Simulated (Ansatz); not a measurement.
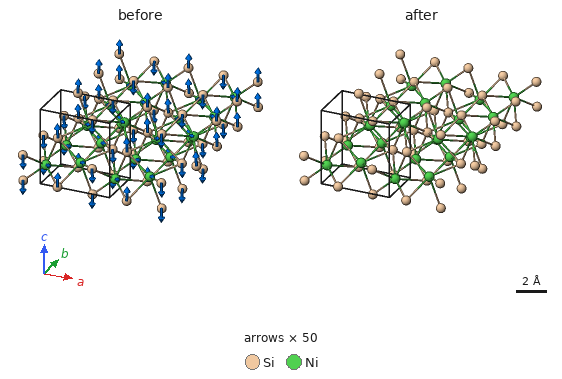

The structure of crystalline SiNi (set up in Pnma) before (left) and after (right) a relaxation, at one scale. The blue arrows give the displacements (the part carried along by the change of the cell is left out), 50 times their true length.

Style: ball-and-stick. Shown: the cell of the calculation, repeated 2 × 3 × 1 with one cell outlined, from a free direction.

Method: DFT PBEsol, scalar-relativistic, plane waves, PAW (Ansatz 0.2.0).

The input:
```yaml
crystal:
  lattice:
    - [5.1731, 0.0, 0.0]
    - [0.0, 3.3381, 0.0]
    - [0.0, 0.0, 5.6049]
  atoms:
    - { symbol: Si, position: [0.32128, 0.75, 0.0825] }
    - { symbol: Si, position: [0.17872, 0.25, 0.5825] }
    - { symbol: Si, position: [0.82128, 0.75, 0.4175] }
    - { symbol: Si, position: [0.67872, 0.25, 0.9175] }
    - { symbol: Ni, position: [0.00779, 0.25, 0.18752] }
    - { symbol: Ni, position: [0.49221, 0.75, 0.68752] }
    - { symbol: Ni, position: [0.50779, 0.25, 0.31248] }
    - { symbol: Ni, position: [0.99221, 0.75, 0.81248] }
basis:
  ecutwfc: 420
kpoints:
  mp_grid: { grid: [8, 10, 6] }
hamiltonian:
  xc: pbesol
scf:
  occupations: { method: gaussian, width: 0.1 }
output:
  forces: true
  stress: true
  eigenvalues: true
relax:
  adjacent_minimum: "off"
  f_tol: 0.005
  max_steps: 80
  cell: { stress_tol: 0.05 }
```

Run as
```bash
ansatz run input.yaml --threads 2 --pin off --max-ram 5120MiB --backend cpu --events-out ev --progress --plain --runs-dir out
```

Question: Summarise the run.

Answer: The energy falls by 38.5 meV per cell of the calculation in 4 accepted moves (5 points after the start). Largest force component: 0.058 eV/Å at the start, 0.0033 eV/Å at the end. The pressure goes from −4.31 to 0.01 GPa. The SCF was repeated once at an unchanged geometry on a basis and grid sized afresh for the cell, which shifted the energy by 0.7 meV per cell of the calculation at most. The largest moves relative to the cell, 0.022 Å, are those of Si1, Si2, Si3 and Si4. Si2 goes along +c. By element the largest moves are Si 0.022 Å, Ni 0.008 Å. Cell: a 5.173 → 5.088 Å (−1.6 %), b 3.338 → 3.358 Å (+0.6 %), c 5.605 → 5.528 Å (−1.4 %). Volume −2.4 %. Some distances before and after: Si1–Ni5 2.400 → 2.377 Å, Si1–Ni7 2.319 → 2.301 Å, Si1–Ni6 2.384 → 2.369 Å, Si1–Ni8 2.278 → 2.264 Å. The space group stays Pnma (No. 62). Cost: 77 s on 2 threads of Intel(R) Xeon(R) Platinum 8375C CPU @ 2.90GHz (Ice Lake) (shared host), peak memory 0.78 GiB.

Limits of the set-up: an element that often carries a moment was run without spin polarisation.
